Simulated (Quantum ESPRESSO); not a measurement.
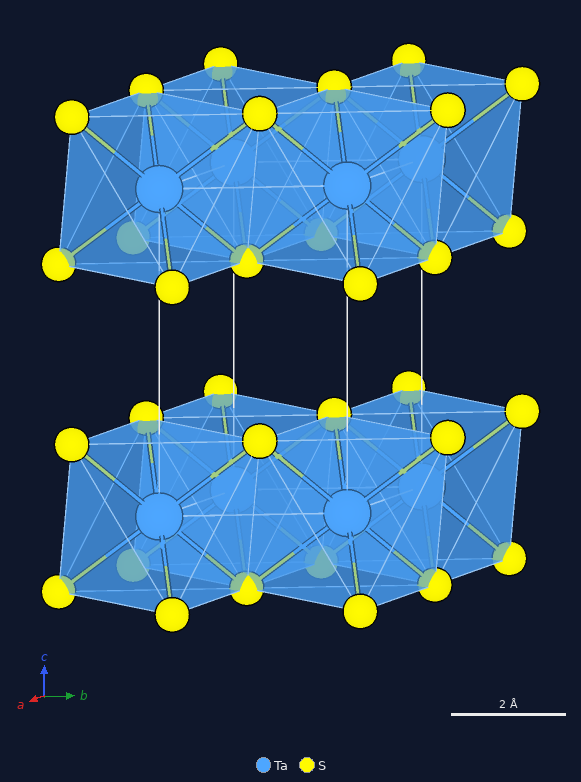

The structure as given in the input (polyhedral view of the cell of the calculation, seen slightly off an axis; polyhedra are completed across the faces of the cell).

TaS2: relaxation of cell and atoms (part 1 of 4)

System: TaS2 (3 atoms in the cell).
Method: Kohn-Sham DFT of a periodic cell, PBE with TS, PseudoDojo 0.4.1 SR PBE standard (Quantum ESPRESSO 7.5).

The structure derives from an entry of the Crystallography Open Database. The run did not end well.

Input file
```
&CONTROL
  calculation = 'vc-relax'
  prefix = 'pwscf'
  outdir = './tmp'
  pseudo_dir = './pseudo'
  tprnfor = .true.
  tstress = .true.
  disk_io = 'low'
  nstep = 40
  forc_conv_thr = 0.0004
  etot_conv_thr = 1d-05
/
&SYSTEM
  ibrav = 0
  A = 3.35
  nat = 3
  ntyp = 2
  ecutwfc = 58
  nbnd = 19
  occupations = 'smearing'
  smearing = 'fd'
  degauss = 0.00367493
  vdw_corr = 'ts'
/
&ELECTRONS
  conv_thr = 6d-10
  electron_maxstep = 120
  mixing_beta = 0.5
/
&IONS
  ion_dynamics = 'bfgs'
/
&CELL
  cell_dynamics = 'bfgs'
  press = 0
  press_conv_thr = 0.3
/
ATOMIC_SPECIES
Ta   180.9479 Ta.upf
S     32.0600 S.upf
CELL_PARAMETERS alat
   1.0000000000    0.0000000000    0.0000000000
  -0.5000000000    0.8660254038    0.0000000000
   0.0000000000    0.0000000000    1.7492537313
ATOMIC_POSITIONS alat
Ta     0.0000000000    0.0000000000    0.0000000000
S      0.5000000000    0.2886751346    1.3119402985
S      0.0000000000    0.5773502692    0.4373134328
K_POINTS automatic
9 9 5 0 0 0
```

Run on 1 thread of AMD EPYC (Zen 3), 24 GiB of memory available, shared host.

Launch command:
```bash
OMP_NUM_THREADS=1 pw.x -in pw.in > pw.out
```

Log
```
This program is part of the open-source Quantum ESPRESSO suite
     for quantum simulation of materials; please cite
         "P. Giannozzi et al., J. Phys.:Condens. Matter 21 395502 (2009);
         "P. Giannozzi et al., J. Phys.:Condens. Matter 29 465901 (2017);
         "P. Giannozzi et al., J. Chem. Phys. 152 154105 (2020);
          URL
     in publications or presentations arising from this work. More details at

     Message from routine setup:
     using ibrav=0 with symmetry is DISCOURAGED, use correct ibrav instead

     G-vector sticks info
     --------------------
     sticks:   dense  smooth     PW     G-vecs:    dense   smooth      PW
     Sum         649     649    199                22937    22937    3755

     Using Slab Decomposition

     bravais-lattice index     =            0
     lattice parameter (alat)  =       6.3306  a.u.
     unit-cell volume          =     384.3390 (a.u.)^3
     number of atoms/cell      =            3
     number of atomic types    =            2
     number of electrons       =        25.00
     number of Kohn-Sham states=           19
     kinetic-energy cutoff     =      58.0000  Ry
     charge density cutoff     =     232.0000  Ry
     scf convergence threshold =      6.0E-10
     mixing beta               =       0.5000
     number of iterations used =            8  plain     mixing
     energy convergence thresh.=      1.0E-05
     force convergence thresh. =      4.0E-04
     press convergence thresh. =      3.0E-01
     Exchange-correlation= PBE
                           (   1   4   3   4   0   0   0)
     nstep                     =           40

     celldm(1)=   6.330583  celldm(2)=   0.000000  celldm(3)=   0.000000
     celldm(4)=   0.000000  celldm(5)=   0.000000  celldm(6)=   0.000000

     crystal axes: (cart. coord. in units of alat)
               a(1) = (   1.000000   0.000000   0.000000 )
               a(2) = (  -0.500000   0.866025   0.000000 )
               a(3) = (   0.000000   0.000000   1.749254 )

     reciprocal axes: (cart. coord. in units 2 pi/alat)
               b(1) = (  1.000000  0.577350 -0.000000 )
               b(2) = (  0.000000  1.154701  0.000000 )
               b(3) = (  0.000000 -0.000000  0.571672 )

     PseudoPot. # 1 for Ta read from file:
     Ta.upf
     Pseudo is Norm-conserving + core correction, Zval = 13.0
     Generated using ONCVPSP code by D. R. Hamann
     Using radial grid of 1450 points,  8 beta functions with:
                l(1) =   0
                l(2) =   0
                l(3) =   1
                l(4) =   1
                l(5) =   2
                l(6) =   2
                l(7) =   3
                l(8) =   3

     PseudoPot. # 2 for S  read from file:
     S.upf
     Pseudo is Norm-conserving + core correction, Zval =  6.0
     Generated using ONCVPSP code by D. R. Hamann
     Using radial grid of 1146 points,  6 beta functions with:
                l(1) =   0
                l(2) =   0
                l(3) =   1
                l(4) =   1
                l(5) =   2
                l(6) =   2

     atomic species   valence    mass     pseudopotential
     Ta               13.00   180.94790     Ta( 1.00)
     S                 6.00    32.06000     S ( 1.00)

     12 Sym. Ops., with inversion, found

   Cartesian axes

     site n.     atom                  positions (alat units)
         1        Ta     tau(   1) = (   0.0000000   0.0000000   0.0000000  )
         2        S      tau(   2) = (   0.5000000   0.2886751   1.3119403  )
         3        S      tau(   3) = (   0.0000000   0.5773503   0.4373134  )

     number of k points=    50  Fermi-Dirac smearing, width (Ry)=  0.0037
                       cart. coord. in units 2pi/alat
        k(    1) = (   0.0000000   0.0000000   0.0000000), wk =   0.0049383
        k(    2) = (   0.0000000   0.0000000   0.1143345), wk =   0.0098765
        k(    3) = (   0.0000000   0.0000000   0.2286689), wk =   0.0098765
        k(    4) = (   0.0000000   0.1283001   0.0000000), wk =   0.0296296
        k(    5) = (   0.0000000   0.1283001   0.1143345), wk =   0.0296296
        k(    6) = (   0.0000000   0.1283001   0.2286689), wk =   0.0296296
        k(    7) = (   0.0000000   0.2566001   0.0000000), wk =   0.0296296
        k(    8) = (   0.0000000   0.2566001   0.1143345), wk =   0.0296296
        k(    9) = (   0.0000000   0.2566001   0.2286689), wk =   0.0296296
        k(   10) = (   0.0000000   0.3849002   0.0000000), wk =   0.0296296
        k(   11) = (   0.0000000   0.3849002   0.1143345), wk =   0.0296296
        k(   12) = (   0.0000000   0.3849002   0.2286689), wk =   0.0296296
        k(   13) = (   0.0000000   0.5132002   0.0000000), wk =   0.0296296
        k(   14) = (   0.0000000   0.5132002   0.1143345), wk =   0.0296296
        k(   15) = (   0.0000000   0.5132002   0.2286689), wk =   0.0296296
        k(   16) = (   0.1111111   0.1924501   0.0000000), wk =   0.0296296
        k(   17) = (   0.1111111   0.1924501   0.1143345), wk =   0.0592593
        k(   18) = (   0.1111111   0.1924501   0.2286689), wk =   0.0592593
        k(   19) = (   0.1111111   0.3207501   0.0000000), wk =   0.0592593
        k(   20) = (   0.1111111   0.3207501   0.1143345), wk =   0.0592593
        k(   21) = (   0.1111111   0.3207501   0.2286689), wk =   0.0592593
        k(   22) = (   0.1111111   0.4490502   0.0000000), wk =   0.0592593
        k(   23) = (   0.1111111   0.4490502   0.1143345), wk =   0.0592593
        k(   24) = (   0.1111111   0.4490502   0.2286689), wk =   0.0592593
        k(   25) = (   0.1111111   0.5773503   0.0000000), wk =   0.0296296
        k(   26) = (   0.1111111   0.5773503   0.1143345), wk =   0.0592593
        k(   27) = (   0.1111111   0.5773503   0.2286689), wk =   0.0592593
        k(   28) = (   0.2222222   0.3849002   0.0000000), wk =   0.0296296
        k(   29) = (   0.2222222   0.3849002   0.1143345), wk =   0.0592593
        k(   30) = (   0.2222222   0.3849002   0.2286689), wk =   0.0592593
        k(   31) = (   0.2222222   0.5132002   0.0000000), wk =   0.0592593
        k(   32) = (   0.2222222   0.5132002   0.1143345), wk =   0.0592593
        k(   33) = (   0.2222222   0.5132002   0.2286689), wk =   0.0592593
        k(   34) = (   0.3333333   0.5773503   0.0000000), wk =   0.0098765
        k(   35) = (   0.3333333   0.5773503   0.1143345), wk =   0.0197531
        k(   36) = (   0.3333333   0.5773503   0.2286689), wk =   0.0197531
        k(   37) = (   0.0000000   0.1283001  -0.1143345), wk =   0.0296296
        k(   38) = (   0.0000000   0.1283001  -0.2286689), wk =   0.0296296
        k(   39) = (   0.0000000   0.2566001  -0.1143345), wk =   0.0296296
        k(   40) = (   0.0000000   0.2566001  -0.2286689), wk =   0.0296296
        k(   41) = (   0.0000000   0.3849002  -0.1143345), wk =   0.0296296
        k(   42) = (   0.0000000   0.3849002  -0.2286689), wk =   0.0296296
        k(   43) = (   0.0000000   0.5132002  -0.1143345), wk =   0.0296296
        k(   44) = (   0.0000000   0.5132002  -0.2286689), wk =   0.0296296
        k(   45) = (  -0.1111111   0.3207501  -0.1143345), wk =   0.0592593
        k(   46) = (  -0.1111111   0.3207501  -0.2286689), wk =   0.0592593
        k(   47) = (  -0.1111111   0.4490502  -0.1143345), wk =   0.0592593
        k(   48) = (  -0.1111111   0.4490502  -0.2286689), wk =   0.0592593
        k(   49) = (  -0.2222222   0.5132002  -0.1143345), wk =   0.0592593
        k(   50) = (  -0.2222222   0.5132002  -0.2286689), wk =   0.0592593

     Dense  grid:    22937 G-vectors     FFT dimensions: (  32,  32,  54)

   TS-vdW initialization
   ---------------------

   Determining TS-vdW damping function parameters...
     ddamp = 20.000000
     sR =  0.940000
   Initializing species #   1 with atomic symbol Ta
     Equispaced/Uniform radial atomic grid detected...
     Radial grid parameter: NrgpA is  1450.
     Radial grid parameter: gfctrA is  1.000000.
     Radial grid parameter: dxA is  0.010000.
     The number of valence electrons, eref, is        12.999994966363460.
     The reference free atom volume, vref, is       192.694947525333191 bohr^3.
     Determining intial radial grid cutoff...
     An acceptable radial grid cutoff was determined by retaining  947 of 1450 radial grid points.
     The magnitude of the atomic pseudo-density at the radial grid cutoff is  1.791389E-06.
     Using this radial grid cutoff value of         9.460000000000001 au:
     The free atom volume computed with this cutoff is       190.782420538002100 bohr^3 with an error of  0.993%.
     Linear grid spacing was computed as:         0.010460000000000 bohr.
     The free atom static dipole polarizability is     82.530000 bohr^3.
     The free atom homonuclear C6 coefficient is   1019.920000 Hartree bohr^6.
     The free atom vdW radius is      4.150000 bohr.
   Initializing species #   2 with atomic symbol S
     Equispaced/Uniform radial atomic grid detected...
     Radial grid parameter: NrgpA is  1146.
     Radial grid parameter: gfctrA is  1.000000.
     Radial grid parameter: dxA is  0.010000.
     The number of valence electrons, eref, is         5.999995986298149.
     The reference free atom volume, vref, is        76.219049440207996 bohr^3.
     Determining intial radial grid cutoff...
     An acceptable radial grid cutoff was determined by retaining  741 of 1146 radial grid points.
     The magnitude of the atomic pseudo-density at the radial grid cutoff is  2.909823E-06.
     Using this radial grid cutoff value of         7.400000000000000 au:
     The free atom volume computed with this cutoff is        75.472568498672416 bohr^3 with an error of  0.979%.
     Linear grid spacing was computed as:         0.008400000000000 bohr.
     The free atom static dipole polarizability is     19.600000 bohr^3.
     The free atom homonuclear C6 coefficient is    134.000000 Hartree bohr^6.
     The free atom vdW radius is      3.860000 bohr.

     Initial potential from superposition of free atoms

     starting charge      24.9990, renormalised to      25.0000
     Starting wfcs are   18 randomized atomic wfcs +    1 random wfcs

     Self-consistent Calculation

     iteration #  1     ecut=    58.00 Ry     beta= 0.50
     Davidson diagonalization with overlap
     ethr =  1.00E-02,  avg # of iterations =  5.0

     Threshold (ethr) on eigenvalues was too large:
     Diagonalizing with lowered threshold

     Davidson diagonalization with overlap
     ethr =  4.98E-04,  avg # of iterations =  2.1

     total energy              =    -174.59521425 Ry
     estimated scf accuracy    <       0.13194858 Ry

     iteration #  2     ecut=    58.00 Ry     beta= 0.50
     Davidson diagonalization with overlap
     ethr =  5.28E-04,  avg # of iterations =  2.0

     total energy              =    -174.60844026 Ry
     estimated scf accuracy    <       0.05624571 Ry

     iteration #  3     ecut=    58.00 Ry     beta= 0.50
     Davidson diagonalization with overlap
     ethr =  2.25E-04,  avg # of iterations =  2.4

     total energy              =    -174.62238317 Ry
     estimated scf accuracy    <       0.02269950 Ry

     iteration #  4     ecut=    58.00 Ry     beta= 0.50
     Davidson diagonalization with overlap
     ethr =  9.08E-05,  avg # of iterations =  1.4

     total energy              =    -174.62530203 Ry
     estimated scf accuracy    <       0.00067339 Ry

     iteration #  5     ecut=    58.00 Ry     beta= 0.50
     Davidson diagonalization with overlap
     ethr =  2.69E-06,  avg # of iterations =  6.0

     total energy              =    -174.62536965 Ry
     estimated scf accuracy    <       0.00012062 Ry

     iteration #  6     ecut=    58.00 Ry     beta= 0.50
     Davidson diagonalization with overlap
     ethr =  4.82E-07,  avg # of iterations =  1.9

     total energy              =    -174.62539248 Ry
     estimated scf accuracy    <       0.00000133 Ry

     iteration #  7     ecut=    58.00 Ry     beta= 0.50
     Davidson diagonalization with overlap
     ethr =  5.30E-09,  avg # of iterations =  3.7

     total energy              =    -174.62539315 Ry
     estimated scf accuracy    <       0.00000010 Ry

     iteration #  8     ecut=    58.00 Ry     beta= 0.50
     Davidson diagonalization with overlap
     ethr =  3.87E-10,  avg # of iterations =  2.8

     total energy              =    -174.62539319 Ry
     estimated scf accuracy    <          6.3E-09 Ry

     iteration #  9     ecut=    58.00 Ry     beta= 0.50
     Davidson diagonalization with overlap
     ethr =  2.50E-11,  avg # of iterations =  2.9

     total energy              =    -174.62539319 Ry
     estimated scf accuracy    <          1.5E-09 Ry

     iteration # 10     ecut=    58.00 Ry     beta= 0.50
     Davidson diagonalization with overlap
     ethr =  5.92E-12,  avg # of iterations =  2.0

     End of self-consistent calculation

          k = 0.0000 0.0000 0.0000 (  2901 PWs)   bands (ev):

   -58.1458 -24.6219 -24.5857 -24.5856  -4.5299  -2.4482   3.6431   6.3629
     6.3631   9.2779   9.8218   9.8218  10.6700  10.6702  10.9208  14.7211
    14.7212  15.7956  16.1846

          k = 0.0000 0.0000 0.1143 (  2889 PWs)   bands (ev):

   -58.1458 -24.6220 -24.5857 -24.5856  -4.4519  -2.6094   3.9851   6.3727
     6.3728   8.4508   9.7734   9.7734  10.6601  10.6603  11.4144  14.8592
    14.8593  15.8037  16.6986

          k = 0.0000 0.0000 0.2287 (  2865 PWs)   bands (ev):

   -58.1458 -24.6221 -24.5857 -24.5856  -4.2965  -2.8896   4.7152   6.3888
     6.3889   7.2911   9.6978   9.6978  10.6436  10.6438  11.8304  15.0962
    15.0963  16.0040  17.5472

          k = 0.0000 0.1283 0.0000 (  2877 PWs)   bands (ev):

   -58.1442 -24.6221 -24.6148 -24.5939  -4.3377  -2.4584   3.8726   6.0682
     6.4634   8.5587   9.1706   9.3895  10.6687  11.3611  11.3835  14.3525
    14.7004  16.7619  16.9682

          k = 0.0000 0.1283 0.1143 (  2888 PWs)   bands (ev):

   -58.1442 -24.6221 -24.6149 -24.5939  -4.2622  -2.6016   4.1682   6.0490
     6.4547   8.4142   8.8088   9.1953  10.7228  11.3613  11.8515  14.5024
    14.6263  16.6141  17.5010

          k = 0.0000 0.1283 0.2287 (  2867 PWs)   bands (ev):

   -58.1442 -24.6221 -24.6150 -24.5939  -4.1062  -2.8642   4.8655   5.8259
     6.4737   7.8997   8.4377   9.1217  10.7675  11.3500  12.3005  14.5540
    14.8521  16.7947  18.0483

          k = 0.0000 0.2566 0.0000 (  2877 PWs)   bands (ev):

   -58.1403 -24.7128 -24.6146 -24.5971  -3.8171  -2.4807   4.4835   5.6432
     6.6445   6.7321   8.5194   9.0378  10.3016  12.0614  12.1008  14.7174
    14.9160  17.6729  18.2170

          k = 0.0000 0.2566 0.1143 (  2875 PWs)   bands (ev):

   -58.1403 -24.7128 -24.6146 -24.5972  -3.7627  -2.5597   4.5061   5.7894
     6.5835   6.6042   8.6009   9.0392  10.1794  12.1482  12.5725  14.4359
    14.6626  17.2372  17.8430

          k = 0.0000 0.2566 0.2287 (  2857 PWs)   bands (ev):

   -58.1403 -24.7128 -24.6146 -24.5973  -3.6114  -2.7742   4.8189   5.6851
     6.6089   6.7103   8.4623   8.5684  10.3097  12.1910  12.9631  14.1301
    14.7182  17.2557  17.6870

          k = 0.0000 0.3849 0.0000 (  2869 PWs)   bands (ev):

   -58.1359 -24.8140 -24.6381 -24.5768  -3.1751  -2.4538   4.6601   5.4761
     5.8467   6.6502   8.0379   8.3092   9.9983  12.6143  12.8597  15.4207
    15.6272  17.0843  17.4947

          k = 0.0000 0.3849 0.1143 (  2862 PWs)   bands (ev):

   -58.1359 -24.8140 -24.6381 -24.5769  -3.2020  -2.4045   4.4227   5.2147
     6.2184   6.5851   8.4360   8.5407   9.7459  12.6411  13.2528  14.9651
    15.0947  16.4291  16.8065

          k = 0.0000 0.3849 0.2287 (  2861 PWs)   bands (ev):

   -58.1359 -24.8139 -24.6381 -24.5769  -3.1235  -2.5001   4.3927   5.1407
     6.5178   6.5494   8.4411   8.4932   9.6982  12.7096  13.2060  14.9192
    14.9382  16.3743  16.5172

          k = 0.0000 0.5132 0.0000 (  2866 PWs)   bands (ev):

   -58.1330 -24.8789 -24.6534 -24.5635  -2.8605  -2.2235   3.7699   5.7781
     6.2421   6.5420   7.2299   8.3434   9.8495  13.0297  13.5531  15.2074
    15.7899  16.4106  17.8066

          k = 0.0000 0.5132 0.1143 (  2868 PWs)   bands (ev):

   -58.1330 -24.8789 -24.6534 -24.5636  -2.9284  -2.1239   3.6982   5.3303
     6.4427   6.4840   7.8264   8.4625   9.6979  13.0222  13.5718  15.1720
    15.4828  16.0754  16.8678

          k = 0.0000 0.5132 0.2287 (  2858 PWs)   bands (ev):

   -58.1330 -24.8789 -24.6534 -24.5636  -2.9553  -2.0803   3.6574   5.2053
     6.4201   6.4238   8.3513   8.5975   9.4385  13.0344  13.5077  15.1560
    15.2718  15.9639  16.4505

          k = 0.1111 0.1925 0.0000 (  2861 PWs)   bands (ev):

   -58.1415 -24.6822 -24.6123 -24.6019  -3.9794  -2.4758   4.3063   5.7356
     6.5224   7.4834   8.2334   9.2822  10.7579  11.5125  12.1210  14.4328
    14.7517  17.9507  18.0311

          k = 0.1111 0.1925 0.1143 (  2879 PWs)   bands (ev):

   -58.1415 -24.6822 -24.6123 -24.6020  -3.9053  -2.5967   4.5252   5.7122
     6.5044   7.4656   8.2133   8.9202  10.9116  11.4478  12.3990  14.4035
    14.6908  17.9171  18.1909

          k = 0.1111 0.1925 0.2287 (  2873 PWs)   bands (ev):

   -58.1415 -24.6822 -24.6123 -24.6021  -3.7505  -2.8241   5.0162   5.5430
     6.4826   7.5092   8.0997   8.4164  11.0743  11.4142  12.8449  14.3012
    14.5653  18.0025  18.2855

          k = 0.1111 0.3208 0.0000 (  2871 PWs)   bands (ev):

   -58.1373 -24.7705 -24.6416 -24.5834  -3.3749  -2.4899   4.9825   5.4934
     5.7911   6.7605   7.6481   8.6278  10.6336  11.9557  12.9212  14.3937
    15.8750  17.9377  18.5408

          k = 0.1111 0.3208 0.1143 (  2866 PWs)   bands (ev):

   -58.1373 -24.7705 -24.6416 -24.5834  -3.3412  -2.5272   4.7402   5.5988
     5.9353   6.7119   7.7525   8.7712  10.4488  12.0984  13.1540  14.1933
    15.3421  17.3373  18.0276

          k = 0.1111 0.3208 0.2287 (  2865 PWs)   bands (ev):

   -58.1373 -24.7705 -24.6416 -24.5835  -3.2083  -2.6902   4.7431   5.4405
     6.2947   6.7709   7.7384   8.5069  10.5720  11.9751  13.3143  14.2399
    14.8893  17.3485  17.8876

          k = 0.1111 0.4491 0.0000 (  2869 PWs)   bands (ev):

   -58.1337 -24.8465 -24.6678 -24.5667  -2.8525  -2.3799   4.3075   5.4884
     6.1373   6.4940   7.4827   7.7452  10.6023  12.5339  13.4412  14.7593
    15.9410  17.4662  17.6203

          k = 0.1111 0.4491 0.1143 (  2860 PWs)   bands (ev):

   -58.1337 -24.8465 -24.6678 -24.5667  -2.9193  -2.2876   4.1996   5.1299
     6.3758   6.5495   7.5986   8.1353  10.3373  12.6819  13.4679  14.5480
    15.5694  16.9237  17.2760

          k = 0.1111 0.4491 0.2287 (  2862 PWs)   bands (ev):
```
